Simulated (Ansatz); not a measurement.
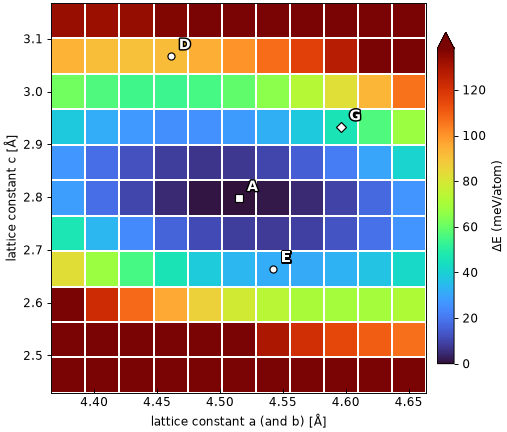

Ti (P6/mmm, No. 191; 3 atoms in the cell). The energy is mapped over the lattice constants a and c of the conventional cell. The first coordinate is: lattice constant a (and b); the second: lattice constant c. Nothing is relaxed (symmetry fixes all fractional coordinates). The scan uses an 11 × 11 grid. All energies are given in meV/atom relative to the lowest grid point. These are results of Ansatz, DFT PBEsol, scalar-relativistic, plane waves, PAW, not measurements. Settings: cutoff 520 eV, k-mesh 12×12×14 in the order of the run's cell vectors, gaussian smearing 0.15 eV, no spin polarisation.

Drawn: one coloured cell a grid point, one colour for all values above the top of the scale, lettered points.

What kind of point is each of A, D, E, G: minimum, saddle, maximum or slope?

A: minimum; D: on a slope; E: on a slope; G: on a slope. (In these two coordinates alone; a stationary point may lie a little off the grid point.)

Rank the lettered points by energy, lowest first.

A (0 meV/atom), E (31 meV/atom), G (46 meV/atom), D (92 meV/atom).

PAW datasets: the set soft_1.
